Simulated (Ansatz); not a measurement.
## MoS2: geometry relaxation (part 1 of 2)

- system: MoS2 (slab, 3 atoms in the cell)
- method: DFT PBE+D3(BJ), scalar-relativistic, plane waves, PAW, no spin polarisation (Ansatz 0.2.0)

The structure derives from an entry of the Crystallography Open Database. Figures and captions count atoms from 1; the log counts them from 0 in places.

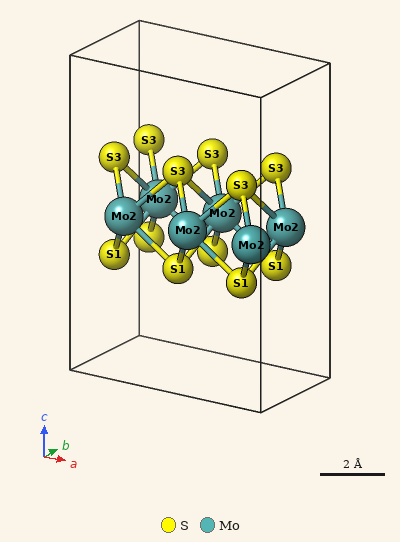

**Figure 1.** The starting structure (ball-and-stick view of the 3 × 2 repeat of the cell, with the vacuum cut short, seen slightly off an axis; atoms are numbered from 1 in the order of the input). Near neighbours in the crystal (not all of them lie inside the picture): S has 3 Mo at 2.40 Å; Mo has 6 S at 2.40 Å.

The input
```yaml
crystal:
  lattice:
    - [3.1491697125, 0.0, 0.0]
    - [-1.5745848563, 2.7272609719, 0.0]
    - [0.0, 0.0, 32.2630185773]
  atoms:
    - { symbol: S, position: [0.3333333333, 0.6666666667, 0.4514690592] }
    - { symbol: Mo, position: [0.6666666667, 0.3333333333, 0.5] }
    - { symbol: S, position: [0.3333333333, 0.6666666667, 0.5485309408] }
  periodic: [true, true, false]
basis:
  ecutwfc: 420
kpoints:
  mp_grid: { grid: [12, 12, 1] }
hamiltonian:
  xc: pbe
  dispersion: d3bj
scf:
  occupations: { method: gaussian, width: 0.02 }
output:
  forces: true
  stress: true
  eigenvalues: true
  write_density: true
  write_potential: true
  elf: true
  volumetric_format: npy
relax:
  adjacent_minimum: "off"
  f_tol: 0.005
  max_steps: 80
  cell: { stress_2d_tol: 0.02 }
```

Launch command:
```bash
ansatz run input.yaml --threads 1 --pin off --max-ram 2560MiB --backend cpu --events-out ev --progress --plain --runs-dir out
```

What the program printed
```
Engine: ansatz 0.2.0, x86_64-unknown-linux-gnu
Pseudopotentials: kind: paw
Pseudopotential: S, paw, valence charge 6, recommended cutoff 420 eV (normal), S.paw.azcp
Pseudopotential: Mo, paw, valence charge 14, recommended cutoff 420 eV (normal), Mo.paw.azcp
Functional definition: PBE
  parameter kappa = 0.804
  parameter beta = 0.06672455060314922
  exchange = pbe_x(kappa = kappa, mu = beta*pi^2/3)
  correlation = pbe_c(beta = beta)
Crystal: 3 atoms, lattice volume = 277.094 Å³
Basis set: ecut = 420 eV, 5327 PW (Γ), exchange–correlation on 48×48×432 points (8 copies of the dense FFT grid, shifted against one another)
Bands: 17, of which v1, the nominal top of the filled ones, is band 13 counted from 1 (12 counted from 0)
Symmetry: 12 space group operations
Space group: P-6m2 (ITA 187), of the structure as read, at distance tolerance 6.5e-5 Å
k-points: 19 of 144 (time reversal used)
Non-local potential: S, projectors of the file, l = 0: 2, l = 1: 2, l = 2: 2
Non-local potential: Mo, projectors of the file, l = 0: 3, l = 1: 2, l = 2: 2, l = 3: 1
PAW form: soft (Blöchl's): semilocal exchange-correlation on the pseudo side does not see the compensation charge
PAW one-centre angular grid: S, 110 points (default); XC on 64 Gauss nodes
PAW one-centre angular grid: Mo, 590 points (default); XC on 64 Gauss nodes
Initial density: superposition of atomic densities (neutral atoms: chi_scale 0, normalization atom), corrected by the library's trained network
Initial wavefunctions: pseudopotential atomic-orbital guess
Functional: x = pbe(κ = 0.804, μ = 0.2195149727645171), c = pbe(β = 0.06672455060314922)
SCF iter   1: F=—  HF=-6763.754796 eV  |F-HF|=—  |Δ(HF+E_count)|=         —  Δρ=2.45e-3  dr2=6.35e-3  ethr=1.77e-3  ⟨swp⟩=16.5  Hψ=3446  notcnv=0
preconditioner: auto → Resta (q_TF=auto, 1.839 Å⁻¹)  ε∞=2.4  [insulator: Δε(μ)=1.790 eV  Ē_g=8.138 eV  σ=0.020 eV  W_gap=1.00  n_scr=18 (ndim 8)  ℏωp=9.5 eV  f_vac=0.780  D(μ)=0.00/eV (n_scr^D=0)  ε∞_Penn≈2.4  vacuum switching on, ρ_ref=4.8e-3 e/Å³]
SCF iter   2: F=—  HF=-6763.761159 eV  |F-HF|=—  |Δ(HF+E_count)|=   6.36e-3  Δρ=1.45e-3  dr2=3.96e-3  ethr=2.44e-5  ⟨swp⟩=3.7  Hψ=1058  notcnv=0
SCF iter   3: F=—  HF=-6763.763200 eV  |F-HF|=—  |Δ(HF+E_count)|=   2.04e-3  Δρ=9.46e-4  dr2=3.19e-3  ethr=1.52e-5  ⟨swp⟩=3.4  Hψ=731  notcnv=0
SCF iter   4: F=—  HF=-6763.763763 eV  |F-HF|=—  |Δ(HF+E_count)|=   5.63e-4  Δρ=6.48e-5  dr2=1.30e-5  ethr=1.23e-5  ⟨swp⟩=2.6  Hψ=549  notcnv=0
SCF iter   5: F=—  HF=-6763.763762 eV  |F-HF|=—  |Δ(HF+E_count)|=   7.81e-7  Δρ=3.21e-5  dr2=2.86e-6  ethr=5.01e-8  ⟨swp⟩=3.8  Hψ=839  notcnv=0
SCF iter   6: F=—  HF=-6763.763764 eV  |F-HF|=—  |Δ(HF+E_count)|=   2.24e-6  Δρ=8.34e-6  dr2=3.23e-7  ethr=1.10e-8  ⟨swp⟩=3.1  Hψ=601  notcnv=0
SCF iter   7: F=-6763.763765 eV  HF=-6763.763765 eV  |F-HF|=2.24e-8  |Δ(HF+E_count)|=   1.70e-7  Δρ=1.86e-6  dr2=8.55e-9  ethr=3.85e-10  ⟨swp⟩=18.5  Hψ=3776  notcnv=0
SCF 1 converged in 7 iterations: F = -6763.763765 eV  dr2 = 8.55e-9
  greatest PAW one-centre occupation: 0.998 electrons in one spin orbital (limit 2), on the Mo atom at site 1 (counted from 0), in its partial waves of l = 0
relax step   1: F+E_penalty+E_count = -6763.76376457 eV  Δ(F+E_penalty+E_count) = +0.000e0 eV  max|allowed force component| = 6.368e-2 eV/Å  Δτ_max = 0.0000 Å  P = +0.387 N/m  Ω = 277.094 Å³  fix = [c, alpha, beta]  reactions: c +0.000 N/m  (7 SCF iters, dr2 threshold 1.00e-7 eV, accepted)
Crystal: 3 atoms, lattice volume = 277.938 Å³
Basis set: ecut = 420 eV, 5351 PW (Γ), exchange–correlation on 48×48×432 points (8 copies of the dense FFT grid, shifted against one another)
Initial density: handed on by an earlier stage of this run
Initial wavefunctions: those handed on with the density
iter 1 solved again at ethr=8.11e-7 eV; its pass at ethr=3.10e-3 eV (dr2=2.11e-4 eV) is discarded
SCF iter   1: F=—  HF=-6763.764208 eV  |F-HF|=—  |Δ(HF+E_count)|=         —  Δρ=1.47e-4  dr2=1.92e-4  ethr=8.11e-7  ⟨swp⟩=3.9  Hψ=3030  notcnv=0
preconditioner: auto → Resta (q_TF=auto, 1.838 Å⁻¹)  ε∞=2.4  [insulator: Δε(μ)=1.779 eV  Ē_g=8.122 eV  σ=0.020 eV  W_gap=1.00  n_scr=18 (ndim 8)  ℏωp=9.4 eV  f_vac=0.781  D(μ)=0.00/eV (n_scr^D=0)  ε∞_Penn≈2.4  vacuum switching on, ρ_ref=4.8e-3 e/Å³]
SCF iter   2: F=—  HF=-6763.764189 eV  |F-HF|=—  |Δ(HF+E_count)|=   1.92e-5  Δρ=1.54e-4  dr2=1.63e-4  ethr=7.38e-7  ⟨swp⟩=2.4  Hψ=469  notcnv=0
SCF iter   3: F=—  HF=-6763.764167 eV  |F-HF|=—  |Δ(HF+E_count)|=   2.22e-5  Δρ=4.40e-5  dr2=8.95e-6  ethr=6.26e-7  ⟨swp⟩=2.7  Hψ=467  notcnv=0
SCF iter   4: F=—  HF=-6763.764166 eV  |F-HF|=—  |Δ(HF+E_count)|=   8.24e-7  Δρ=1.47e-5  dr2=3.95e-7  ethr=3.44e-8  ⟨swp⟩=3.2  Hψ=665  notcnv=0
SCF iter   5: F=-6763.764166 eV  HF=-6763.764166 eV  |F-HF|=3.08e-8  |Δ(HF+E_count)|=   1.32e-7  Δρ=3.81e-6  dr2=4.95e-8  ethr=9.75e-10  ⟨swp⟩=18.4  Hψ=3745  notcnv=0
SCF 2 converged in 5 iterations: F = -6763.764166 eV  dr2 = 4.95e-8
relax step   2: F+E_penalty+E_count = -6763.76416602 eV  Δ(F+E_penalty+E_count) = -4.014e-4 eV  max|allowed force component| = 9.276e-3 eV/Å  Δτ_max = 0.0022 Å  P = -0.018 N/m  Ω = 277.938 Å³  energy of the carried Pulay correction = -1.831e-5 eV  fix = [c, alpha, beta]  reactions: c -0.000 N/m  (5 SCF iters, dr2 threshold 2.53e-7 eV, accepted)
Crystal: 3 atoms, lattice volume = 277.987 Å³
Basis set: ecut = 420 eV, 5375 PW (Γ), exchange–correlation on 48×48×432 points (8 copies of the dense FFT grid, shifted against one another)
iter 1 solved again at ethr=9.85e-9 eV; its pass at ethr=3.10e-3 eV (dr2=2.56e-6 eV) is discarded
SCF iter   1: F=—  HF=-6763.764179 eV  |F-HF|=—  |Δ(HF+E_count)|=         —  Δρ=2.81e-5  dr2=2.53e-6  ethr=9.85e-9  ⟨swp⟩=3.8  Hψ=2962  notcnv=0
preconditioner: auto → Resta (q_TF=auto, 1.838 Å⁻¹)  ε∞=2.4  [insulator: Δε(μ)=1.776 eV  Ē_g=8.122 eV  σ=0.020 eV  W_gap=1.00  n_scr=18 (ndim 8)  ℏωp=9.4 eV  f_vac=0.781  D(μ)=0.00/eV (n_scr^D=0)  ε∞_Penn≈2.4  vacuum switching on, ρ_ref=4.8e-3 e/Å³]
SCF iter   2: F=—  HF=-6763.764169 eV  |F-HF|=—  |Δ(HF+E_count)|=   1.07e-5  Δρ=1.84e-5  dr2=2.33e-6  ethr=9.74e-9  ⟨swp⟩=2.8  Hψ=565  notcnv=0
SCF iter   3: F=—  HF=-6763.764168 eV  |F-HF|=—  |Δ(HF+E_count)|=   3.00e-7  Δρ=9.94e-6  dr2=2.77e-7  ethr=8.98e-9  ⟨swp⟩=3.0  Hψ=526  notcnv=0
SCF iter   4: F=—  HF=-6763.764168 eV  |F-HF|=—  |Δ(HF+E_count)|=   4.05e-8  Δρ=2.92e-6  dr2=2.22e-8  ethr=1.07e-9  ⟨swp⟩=3.0  Hψ=583  notcnv=0
SCF iter   5: F=-6763.764168 eV  HF=-6763.764168 eV  |F-HF|=3.65e-10  |Δ(HF+E_count)|=   2.46e-9  Δρ=6.38e-7  dr2=8.77e-10  ethr=2.07e-11  ⟨swp⟩=14.8  Hψ=3162  notcnv=0
SCF 3 converged in 5 iterations: F = -6763.764168 eV  dr2 = 8.77e-10
relax step   3: F+E_penalty+E_count = -6763.76416834 eV  Δ(F+E_penalty+E_count) = -2.326e-6 eV  max|allowed force component| = 3.096e-3 eV/Å  Δτ_max = 0.0007 Å  P = -0.008 N/m  Ω = 277.987 Å³  energy of the carried Pulay correction = -1.936e-5 eV  fix = [c, alpha, beta]  reactions: c -0.000 N/m  (5 SCF iters, dr2 threshold 5.38e-9 eV, accepted)
Initial wavefunctions: pseudopotential atomic-orbital guess (no wavefunctions were taken with the density)
iter 1 solved again at ethr=1.45e-7 eV; its pass at ethr=3.10e-3 eV (dr2=3.77e-5 eV) is discarded
SCF iter   1: F=—  HF=-6763.764055 eV  |F-HF|=—  |Δ(HF+E_count)|=         —  Δρ=1.18e-5  dr2=1.03e-8  ethr=1.45e-7  ⟨swp⟩=7.0  Hψ=5126  notcnv=0
eigensolver tolerance schedule: the retry pair's looser diagonalisation over-reported the residual by 3647.87 of it (diagonalisation noise at 0.21 of the residual, at the tolerance the schedule requests for it); recorded, not acted on — ethr = c·dr2/N_el stays at c = 1.0e-1
SCF iter   2: F=—  HF=-6763.764131 eV  |F-HF|=—  |Δ(HF+E_count)|=   7.64e-5  Δρ=5.94e-6  dr2=4.84e-9  ethr=3.97e-11  ⟨swp⟩=5.4  Hψ=1107  notcnv=0
SCF iter   3: F=—  HF=-6763.764174 eV  |F-HF|=—  |Δ(HF+E_count)|=   4.31e-5  Δρ=2.22e-6  dr2=7.82e-9  ethr=1.86e-11  ⟨swp⟩=4.0  Hψ=659  notcnv=0
SCF iter   4: F=—  HF=-6763.764187 eV  |F-HF|=—  |Δ(HF+E_count)|=   1.21e-5  Δρ=2.89e-7  dr2=9.87e-11  ethr=1.86e-11  ⟨swp⟩=2.9  Hψ=518  notcnv=0
SCF iter   5: F=—  HF=-6763.764187 eV  |F-HF|=—  |Δ(HF+E_count)|=   7.59e-7  Δρ=8.20e-8  dr2=2.93e-11  ethr=1.00e-12  ⟨swp⟩=3.4  Hψ=643  notcnv=0
SCF iter   6: F=—  HF=-6763.764187 eV  |F-HF|=—  |Δ(HF+E_count)|=   3.06e-8  Δρ=2.91e-8  dr2=3.40e-12  ethr=1.00e-12  ⟨swp⟩=2.0  Hψ=395  notcnv=0
SCF iter   7: F=-6763.764187 eV  HF=-6763.764187 eV  |F-HF|=2.31e-9  |Δ(HF+E_count)|=   1.00e-9  Δρ=2.53e-8  dr2=1.84e-12  ethr=1.00e-12  ⟨swp⟩=11.0  Hψ=2250  notcnv=0
SCF 4 converged in 7 iterations: F = -6763.764187 eV  dr2 = 1.84e-12
relax step   4: F+E_penalty+E_count = -6763.76418730 eV  Δ(F+E_penalty+E_count) = -1.895e-5 eV  max|allowed force component| = 3.085e-3 eV/Å  Δτ_max = 0.0000 Å  P = -0.008 N/m  Ω = 277.987 Å³  fix = [c, alpha, beta]  reactions: c -0.000 N/m  stress off target by 8.33e-3 N/m on what of the cell is left free  SCF on the basis re-selected at this cell (its energy is not comparable with the rows above)  (7 SCF iters)
```

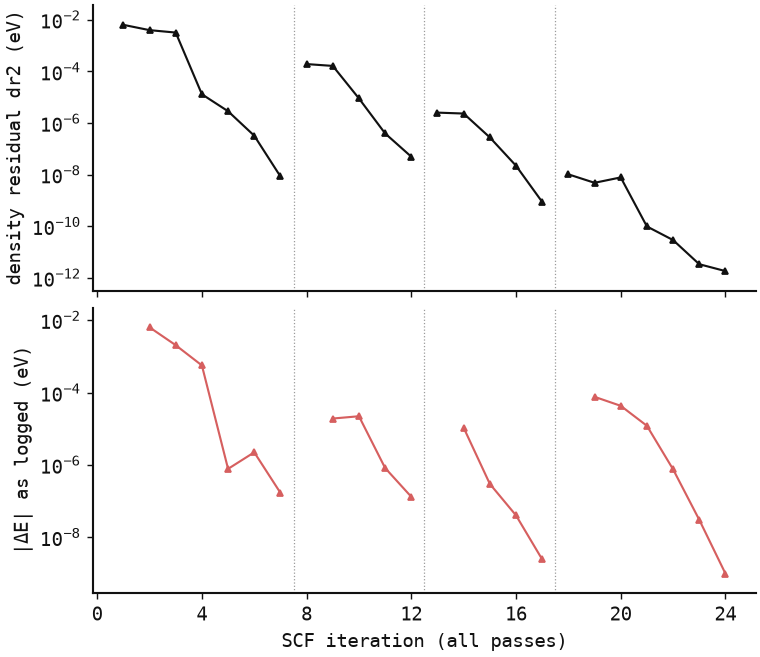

**Figure 2.** Convergence of the self-consistent field: density residual dr2 and size of the energy change against the SCF iteration. The dotted lines part the SCF passes of the relaxation: geometry steps, rejected trials and re-solves on a re-selected basis. The passes take 7, 5, 5 and 7 iterations.

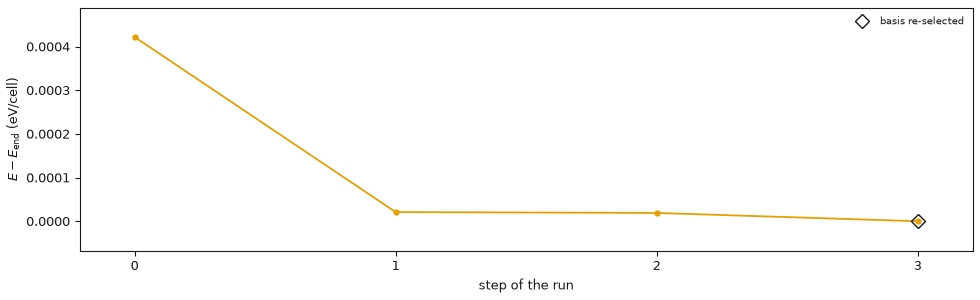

**Figure 3.** Progress of the relaxation, step by step (the first geometry is step 0 here and step 1 in the log). No atom moves by more than 0.005 Å relative to the cell. Over 2 geometry steps the energy falls by 0.4 meV per cell of the calculation. Largest force component: 0.064 eV/Å at the start, 0.0031 eV/Å at the end. A last SCF at the same geometry on a re-selected plane-wave basis shifts the energy by next to nothing (0.0 meV per cell of the calculation).
